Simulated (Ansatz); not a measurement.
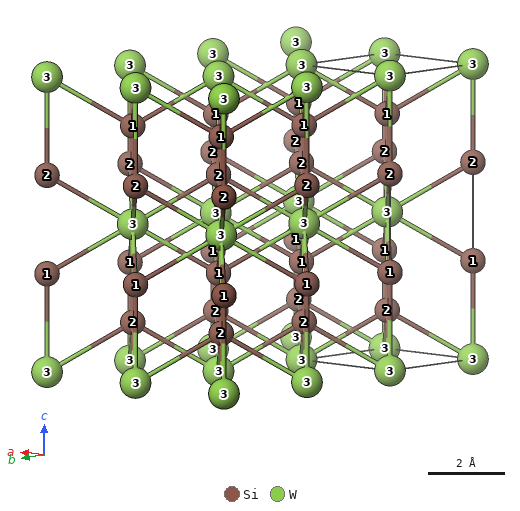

This is the input geometry for a relaxation of a crystal of Si₂W (set up in I4/mmm). The picture is a ball-and-stick view of the conventional cell (2 times the calculation's cell), repeated 2 × 3 × 1 with one cell outlined, seen from a free direction. Lengths and directions refer to the drawn axes.

Computed with Ansatz, DFT PBEsol, scalar-relativistic, plane waves, PAW.

Input file:
```yaml
crystal:
  lattice:
    - [-1.606, 1.606, 3.94]
    - [1.606, -1.606, 3.94]
    - [1.606, 1.606, -3.94]
  atoms:
    - { symbol: Si, position: [0.333, 0.333, 0.0] }
    - { symbol: Si, position: [0.667, 0.667, 0.0] }
    - { symbol: W, position: [0.0, 0.0, 0.0] }
basis:
  ecutwfc: 420
kpoints:
  mp_grid: { grid: [18, 18, 18] }
hamiltonian:
  xc: pbesol
scf:
  occupations: { method: gaussian, width: 0.1 }
output:
  forces: true
  stress: true
  eigenvalues: true
  write_density: true
  write_potential: true
  elf: true
  volumetric_format: npy
relax:
  adjacent_minimum: "off"
  f_tol: 0.005
  max_steps: 80
  cell: { stress_tol: 0.05 }
```

Command:
```bash
ansatz run input.yaml --threads 2 --pin off --max-ram 5120MiB --backend cpu --events-out ev --progress --plain --runs-dir out
```

### Predict the outcome.

The largest moves relative to the cell, 0.012 Å, are those of Si1 and Si2. Si1 goes along +c. W stays in place. Cell: a = b 3.212 → 3.203 Å (−0.3 %), c 7.880 → 7.816 Å (−0.8 %). Volume −1.4 %. Among the contacts that change: Si1–W3 2.625 → 2.608 Å, W3–W3 3.212 → 3.203 Å. The space group stays I4/mmm (No. 139). Over 3 accepted moves (4 points after the start) the energy falls by 10.9 meV per cell of the calculation. The largest force component goes from 0.27 to 0.0037 eV/Å. Pressure: −3.54 GPa at the start and 0.00 GPa at the end. The SCF was repeated once at an unchanged geometry on a basis and grid sized afresh for the cell, which shifted the energy by 0.2 meV per cell of the calculation at most.

History of the run:

```csv
step,"E − E(0), meV/atom","largest force component, eV/Å","pressure, GPa","volume, Å³/atom",note
0,0.00,0.2746,-3.54,13.550,
1,-3.23,0.0305,1.61,13.274,
2,-3.69,0.0150,-0.02,13.361,
3,-3.70,0.0037,0.01,13.360,
4,-3.65,0.0037,0.00,13.360,"same geometry, new basis"
```
